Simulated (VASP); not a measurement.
# Optical-spectrum calculation, with input and output: Ta (part 2 of 3)

Ta (1 atom in the cell); Kohn-Sham DFT of a periodic cell, PBEsol, VASP PAW PBE potentials, recommended, no spin polarisation (VASP 6.6.1); cutoff 520 eV, 22×22×22 k-mesh, methfessel-paxton of 0.1 eV. The structure was built on a prototype by a generator; it need not be a known phase.

Geometry of the input (Å; fractional positions):
```
-1.6600  1.6600  1.6600
1.6600  -1.6600  1.6600
1.6600  1.6600  -1.6600
Ta 0.0000  0.0000  0.0000
```

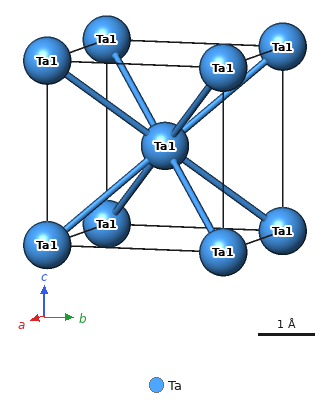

The structure (ball-and-stick view of the cell 2 times as large as that of the calculation, set on its symmetry axes, seen slightly off an axis; atoms are numbered from 1 in the order of the input).

Parts of OUTCAR, continued
```
  frequency dependent IMAGINARY DIELECTRIC FUNCTION (independent particle, no local field effects) density-density
     E(ev)      X         Y         Z        XY        YZ        ZX
  --------------------------------------------------------------------------------------------------------------
     0.00000     0.00000     0.00000     0.00000     0.00000     0.00000     0.00000
     0.53202     3.31300     3.31300     3.31300     0.00000     0.00000     0.00000
     1.06405     5.70518     5.70518     5.70518     0.00000     0.00000     0.00000
     1.59607     6.49557     6.49557     6.49557     0.00000     0.00000    -0.00000
     2.12810     7.69804     7.69804     7.69804     0.00000    -0.00000    -0.00000
     2.66012    16.77576    16.77576    16.77576     0.00000     0.00000    -0.00000
     3.19215    16.23375    16.23375    16.23375     0.00000     0.00000    -0.00000
     3.72417    14.16327    14.16327    14.16327    -0.00000    -0.00000     0.00000
     4.25620    12.78442    12.78442    12.78442     0.00000    -0.00000     0.00000
     4.78822    17.16641    17.16641    17.16641    -0.00000    -0.00000    -0.00000
     5.32025    21.02598    21.02598    21.02598     0.00000     0.00000    -0.00000
     5.85227    10.93018    10.93018    10.93018    -0.00000    -0.00000    -0.00000
     6.38430     6.26422     6.26422     6.26422    -0.00000     0.00000    -0.00000
     6.91632     4.38452     4.38452     4.38452    -0.00000    -0.00000    -0.00000
     7.44835     3.80887     3.80887     3.80887    -0.00000    -0.00000    -0.00000
     7.98037     3.66644     3.66644     3.66644    -0.00000     0.00000     0.00000
     8.51240     4.01015     4.01015     4.01015    -0.00000    -0.00000     0.00000
     9.04442     4.38816     4.38816     4.38816    -0.00000    -0.00000     0.00000
     9.57645     3.83480     3.83480     3.83480    -0.00000    -0.00000     0.00000
    10.10847     2.44341     2.44341     2.44341    -0.00000     0.00000     0.00000
    10.64050     1.84605     1.84605     1.84605    -0.00000    -0.00000     0.00000
    11.17252     1.04047     1.04047     1.04047     0.00000    -0.00000    -0.00000
    11.70455     0.71800     0.71800     0.71800    -0.00000    -0.00000    -0.00000
    12.23657     0.37151     0.37151     0.37151    -0.00000    -0.00000     0.00000
    12.76860     0.14726     0.14726     0.14726    -0.00000    -0.00000     0.00000
    13.30062     0.06258     0.06258     0.06258    -0.00000    -0.00000     0.00000
    13.83265     0.04553     0.04553     0.04553    -0.00000    -0.00000     0.00000
    14.36467     0.03635     0.03635     0.03635    -0.00000    -0.00000     0.00000
    14.89670     0.03016     0.03016     0.03016    -0.00000    -0.00000     0.00000
    15.42872     0.02562     0.02562     0.02562    -0.00000    -0.00000     0.00000
    15.96075     0.02213     0.02213     0.02213    -0.00000    -0.00000     0.00000
    16.49277     0.01937     0.01937     0.01937    -0.00000    -0.00000     0.00000
    17.02480     0.01714     0.01714     0.01714    -0.00000    -0.00000     0.00000
    17.55682     0.01530     0.01530     0.01530    -0.00000    -0.00000     0.00000
    18.08885     0.01378     0.01378     0.01378    -0.00000    -0.00000     0.00000
    18.62087     0.01250     0.01250     0.01250    -0.00000    -0.00000     0.00000
    19.15290     0.01142     0.01142     0.01142    -0.00000    -0.00000     0.00000
    19.68492     0.01051     0.01051     0.01051    -0.00000     0.00000     0.00000
    20.21695     0.00973     0.00973     0.00973    -0.00000     0.00000     0.00000
    20.74897     0.00907     0.00907     0.00907    -0.00000     0.00000     0.00000
    21.28100     0.00850     0.00850     0.00850    -0.00000     0.00000     0.00000
    21.81302     0.00803     0.00803     0.00803    -0.00000     0.00000     0.00000
    22.34505     0.00763     0.00763     0.00763    -0.00000     0.00000     0.00000
    22.87707     0.00731     0.00731     0.00731    -0.00000     0.00000     0.00000
    23.40910     0.00705     0.00705     0.00705    -0.00000     0.00000     0.00000
    23.94112     0.00685     0.00685     0.00685    -0.00000     0.00000     0.00000
    24.47315     0.00671     0.00671     0.00671    -0.00000     0.00000     0.00000
    25.00517     0.00664     0.00664     0.00664    -0.00000     0.00000     0.00000
    25.53720     0.00663     0.00663     0.00663    -0.00000     0.00000     0.00000
    26.06922     0.00670     0.00670     0.00670    -0.00000     0.00000     0.00000
    26.60125     0.00684     0.00684     0.00684    -0.00000     0.00000     0.00000
    27.13327     0.00707     0.00707     0.00707    -0.00000     0.00000     0.00000
    27.66529     0.00741     0.00741     0.00741    -0.00000     0.00000     0.00000
    28.19732     0.00789     0.00789     0.00789    -0.00000     0.00000     0.00000
    28.72934     0.00855     0.00855     0.00855    -0.00000     0.00000     0.00000
    29.26137     0.00946     0.00946     0.00946    -0.00000     0.00000     0.00000
    29.79339     0.01072     0.01072     0.01072    -0.00000     0.00000     0.00000
    30.32542     0.01253     0.01253     0.01253    -0.00000     0.00000     0.00000
    30.85744     0.01525     0.01525     0.01525    -0.00000     0.00000     0.00000
    31.38947     0.01965     0.01965     0.01965    -0.00000     0.00000    -0.00000
    31.92149     0.02788     0.02788     0.02788     0.00000     0.00000    -0.00000
    32.45352     0.04817     0.04817     0.04817     0.00000     0.00000    -0.00000
    32.98554     0.16878     0.16878     0.16878     0.00000     0.00000    -0.00000
    33.51757     1.20043     1.20043     1.20043     0.00000     0.00000    -0.00000
    34.04959     0.80535     0.80535     0.80535     0.00000     0.00000    -0.00000
    34.58162     0.66388     0.66388     0.66388     0.00000    -0.00000     0.00000
    35.11364     0.96722     0.96722     0.96722     0.00000    -0.00000     0.00000
    35.64567     1.32587     1.32587     1.32587     0.00000     0.00000    -0.00000
    36.17769     1.66660     1.66660     1.66660    -0.00000     0.00000     0.00000
    36.70972     1.89449     1.89449     1.89449     0.00000     0.00000    -0.00000
    37.24174     1.97608     1.97608     1.97608     0.00000     0.00000    -0.00000
    37.77377     2.38130     2.38130     2.38130     0.00000     0.00000     0.00000
    38.30579     2.02856     2.02856     2.02856     0.00000    -0.00000    -0.00000
    38.83782     2.13690     2.13690     2.13690    -0.00000    -0.00000    -0.00000
    39.36984     0.77607     0.77607     0.77607     0.00000    -0.00000     0.00000
    39.90187     0.75095     0.75095     0.75095    -0.00000     0.00000    -0.00000
    40.43389     0.55772     0.55772     0.55772     0.00000     0.00000     0.00000
    40.96592     0.51815     0.51815     0.51815    -0.00000    -0.00000    -0.00000
    41.49794     0.37549     0.37549     0.37549     0.00000     0.00000     0.00000
    42.02997     0.48712     0.48712     0.48712     0.00000     0.00000    -0.00000
    42.56199     0.34174     0.34174     0.34174    -0.00000    -0.00000    -0.00000
    43.09402     0.32993     0.32993     0.32993    -0.00000    -0.00000    -0.00000
    43.62604     0.17852     0.17852     0.17852    -0.00000    -0.00000     0.00000
    44.15807     0.02951     0.02951     0.02951    -0.00000     0.00000    -0.00000
    44.69009     0.01543     0.01543     0.01543    -0.00000    -0.00000     0.00000
    45.22212     0.01116     0.01116     0.01116    -0.00000     0.00000     0.00000
    45.75414     0.00881     0.00881     0.00881    -0.00000     0.00000     0.00000
    46.28617     0.00729     0.00729     0.00729    -0.00000     0.00000     0.00000
    46.81819     0.00620     0.00620     0.00620    -0.00000     0.00000     0.00000
    47.35022     0.00538     0.00538     0.00538    -0.00000     0.00000     0.00000
    47.88224     0.00473     0.00473     0.00473    -0.00000     0.00000     0.00000
    48.41427     0.00422     0.00422     0.00422    -0.00000     0.00000     0.00000
    48.94629     0.00379     0.00379     0.00379    -0.00000     0.00000     0.00000
    49.47832     0.00343     0.00343     0.00343    -0.00000     0.00000     0.00000
    50.01034     0.00312     0.00312     0.00312    -0.00000     0.00000     0.00000
    50.54237     0.00286     0.00286     0.00286    -0.00000     0.00000     0.00000
    51.07439     0.00264     0.00264     0.00264    -0.00000     0.00000     0.00000
    51.60642     0.00244     0.00244     0.00244    -0.00000     0.00000     0.00000
    52.13844     0.00226     0.00226     0.00226    -0.00000     0.00000     0.00000
    52.67047     0.00211     0.00211     0.00211    -0.00000     0.00000     0.00000

  frequency dependent      REAL DIELECTRIC FUNCTION (independent particle, no local field effects) density-density
     E(ev)        X           Y           Z          XY          YZ          ZX
  --------------------------------------------------------------------------------------------------------------
     0.00000    35.36373    35.36373    35.36373     0.00000     0.00000     0.00000
     0.53202    17.31342    17.31342    17.31342     0.00000     0.00000    -0.00000
     1.06405    17.89375    17.89375    17.89375     0.00000     0.00000    -0.00000
     1.59607    16.50454    16.50454    16.50454     0.00000    -0.00000    -0.00000
     2.12810    15.63994    15.63994    15.63994     0.00000     0.00000    -0.00000
     2.66012    14.29071    14.29071    14.29071     0.00000    -0.00000     0.00000
     3.19215    11.30210    11.30210    11.30210    -0.00000    -0.00000     0.00000
     3.72417     5.62217     5.62217     5.62217    -0.00000    -0.00000    -0.00000
     4.25620     8.46080     8.46080     8.46080     0.00000    -0.00000    -0.00000
     4.78822     6.55584     6.55584     6.55584    -0.00000    -0.00000    -0.00000
     5.32025    -3.96737    -3.96737    -3.96737     0.00000     0.00000     0.00000
     5.85227    -8.71311    -8.71311    -8.71311    -0.00000    -0.00000    -0.00000
     6.38430    -7.03324    -7.03324    -7.03324    -0.00000    -0.00000     0.00000
     6.91632    -4.32690    -4.32690    -4.32690    -0.00000    -0.00000     0.00000
     7.44835    -3.37220    -3.37220    -3.37220    -0.00000    -0.00000     0.00000
     7.98037    -1.82540    -1.82540    -1.82540    -0.00000    -0.00000     0.00000
     8.51240    -1.46300    -1.46300    -1.46300    -0.00000    -0.00000     0.00000
     9.04442    -2.63652    -2.63652    -2.63652     0.00000    -0.00000    -0.00000
     9.57645    -2.79681    -2.79681    -2.79681    -0.00000    -0.00000     0.00000
    10.10847    -3.66139    -3.66139    -3.66139     0.00000     0.00000    -0.00000
    10.64050    -3.19973    -3.19973    -3.19973     0.00000     0.00000    -0.00000
    11.17252    -2.58933    -2.58933    -2.58933     0.00000     0.00000    -0.00000
    11.70455    -2.09281    -2.09281    -2.09281     0.00000     0.00000    -0.00000
    12.23657    -1.95310    -1.95310    -1.95310     0.00000     0.00000    -0.00000
    12.76860    -1.44138    -1.44138    -1.44138     0.00000     0.00000    -0.00000
    13.30062    -1.04005    -1.04005    -1.04005     0.00000     0.00000    -0.00000
    13.83265    -0.75977    -0.75977    -0.75977     0.00000     0.00000    -0.00000
    14.36467    -0.54405    -0.54405    -0.54405     0.00000     0.00000    -0.00000
    14.89670    -0.36819    -0.36819    -0.36819     0.00000     0.00000    -0.00000
    15.42872    -0.22048    -0.22048    -0.22048     0.00000     0.00000    -0.00000
    15.96075    -0.09391    -0.09391    -0.09391     0.00000     0.00000    -0.00000
    16.49277     0.01617     0.01617     0.01617     0.00000     0.00000    -0.00000
    17.02480     0.11304     0.11304     0.11304     0.00000     0.00000    -0.00000
    17.55682     0.19917     0.19917     0.19917     0.00000     0.00000    -0.00000
    18.08885     0.27640     0.27640     0.27640     0.00000     0.00000    -0.00000
    18.62087     0.34621     0.34621     0.34621     0.00000     0.00000    -0.00000
    19.15290     0.40976     0.40976     0.40976     0.00000     0.00000    -0.00000
    19.68492     0.46803     0.46803     0.46803     0.00000     0.00000    -0.00000
    20.21695     0.52180     0.52180     0.52180     0.00000     0.00000    -0.00000
    20.74897     0.57174     0.57174     0.57174     0.00000     0.00000    -0.00000
    21.28100     0.61842     0.61842     0.61842     0.00000     0.00000    -0.00000
    21.81302     0.66235     0.66235     0.66235     0.00000     0.00000    -0.00000
    22.34505     0.70397     0.70397     0.70397     0.00000     0.00000    -0.00000
    22.87707     0.74367     0.74367     0.74367     0.00000     0.00000    -0.00000
    23.40910     0.78181     0.78181     0.78181     0.00000     0.00000    -0.00000
    23.94112     0.81874     0.81874     0.81874     0.00000     0.00000    -0.00000
    24.47315     0.85479     0.85479     0.85479     0.00000     0.00000    -0.00000
    25.00517     0.89029     0.89029     0.89029     0.00000     0.00000    -0.00000
    25.53720     0.92557     0.92557     0.92557     0.00000     0.00000    -0.00000
    26.06922     0.96099     0.96099     0.96099     0.00000     0.00000    -0.00000
    26.60125     0.99694     0.99694     0.99694     0.00000     0.00000    -0.00000
    27.13327     1.03389     1.03389     1.03389     0.00000     0.00000    -0.00000
    27.66529     1.07234     1.07234     1.07234     0.00000     0.00000    -0.00000
    28.19732     1.11298     1.11298     1.11298     0.00000     0.00000    -0.00000
    28.72934     1.15662     1.15662     1.15662     0.00000     0.00000    -0.00000
    29.26137     1.20439     1.20439     1.20439     0.00000     0.00000    -0.00000
    29.79339     1.25787     1.25787     1.25787     0.00000     0.00000    -0.00000
    30.32542     1.31939     1.31939     1.31939     0.00000     0.00000    -0.00000
    30.85744     1.39268     1.39268     1.39268     0.00000     0.00000    -0.00000
    31.38947     1.48433     1.48433     1.48433     0.00000     0.00000    -0.00000
    31.92149     1.60781     1.60781     1.60781     0.00000     0.00000    -0.00000
    32.45352     1.79893     1.79893     1.79893     0.00000     0.00000    -0.00000
    32.98554     2.22970     2.22970     2.22970     0.00000     0.00000    -0.00000
    33.51757     2.17651     2.17651     2.17651     0.00000     0.00000    -0.00000
    34.04959     1.44946     1.44946     1.44946    -0.00000     0.00000     0.00000
    34.58162     1.67012     1.67012     1.67012     0.00000     0.00000    -0.00000
    35.11364     2.12291     2.12291     2.12291     0.00000     0.00000     0.00000
    35.64567     1.96468     1.96468     1.96468     0.00000     0.00000     0.00000
    36.17769     1.90324     1.90324     1.90324    -0.00000     0.00000     0.00000
    36.70972     1.50983     1.50983     1.50983     0.00000     0.00000    -0.00000
    37.24174     1.20722     1.20722     1.20722    -0.00000    -0.00000     0.00000
    37.77377     1.12514     1.12514     1.12514    -0.00000    -0.00000    -0.00000
    38.30579    -0.10448    -0.10448    -0.10448     0.00000    -0.00000    -0.00000
    38.83782    -0.75271    -0.75271    -0.75271    -0.00000    -0.00000     0.00000
    39.36984    -0.62293    -0.62293    -0.62293     0.00000     0.00000     0.00000
    39.90187    -0.20118    -0.20118    -0.20118    -0.00000    -0.00000     0.00000
    40.43389    -0.12268    -0.12268    -0.12268    -0.00000    -0.00000     0.00000
    40.96592     0.18557     0.18557     0.18557     0.00000    -0.00000    -0.00000
    41.49794    -0.04459    -0.04459    -0.04459    -0.00000     0.00000     0.00000
    42.02997     0.10688     0.10688     0.10688    -0.00000    -0.00000    -0.00000
    42.56199    -0.01203    -0.01203    -0.01203    -0.00000    -0.00000     0.00000
    43.09402     0.07144     0.07144     0.07144    -0.00000    -0.00000     0.00000
    43.62604    -0.02623    -0.02623    -0.02623     0.00000    -0.00000     0.00000
    44.15807     0.17506     0.17506     0.17506     0.00000    -0.00000     0.00000
    44.69009     0.28033     0.28033     0.28033    -0.00000    -0.00000     0.00000
    45.22212     0.34949     0.34949     0.34949    -0.00000    -0.00000     0.00000
    45.75414     0.40204     0.40204     0.40204    -0.00000    -0.00000     0.00000
    46.28617     0.44459     0.44459     0.44459    -0.00000    -0.00000     0.00000
    46.81819     0.48031     0.48031     0.48031    -0.00000    -0.00000     0.00000
    47.35022     0.51100     0.51100     0.51100    -0.00000    -0.00000     0.00000
    47.88224     0.53783     0.53783     0.53783    -0.00000    -0.00000     0.00000
    48.41427     0.56159     0.56159     0.56159    -0.00000    -0.00000     0.00000
    48.94629     0.58284     0.58284     0.58284    -0.00000    -0.00000     0.00000
    49.47832     0.60200     0.60200     0.60200    -0.00000    -0.00000     0.00000
    50.01034     0.61942     0.61942     0.61942    -0.00000    -0.00000     0.00000
    50.54237     0.63532     0.63532     0.63532    -0.00000    -0.00000     0.00000
    51.07439     0.64994     0.64994     0.64994    -0.00000    -0.00000     0.00000
    51.60642     0.66342     0.66342     0.66342    -0.00000    -0.00000     0.00000
    52.13844     0.67591     0.67591     0.67591    -0.00000    -0.00000     0.00000
    52.67047     0.68752     0.68752     0.68752    -0.00000    -0.00000     0.00000
```
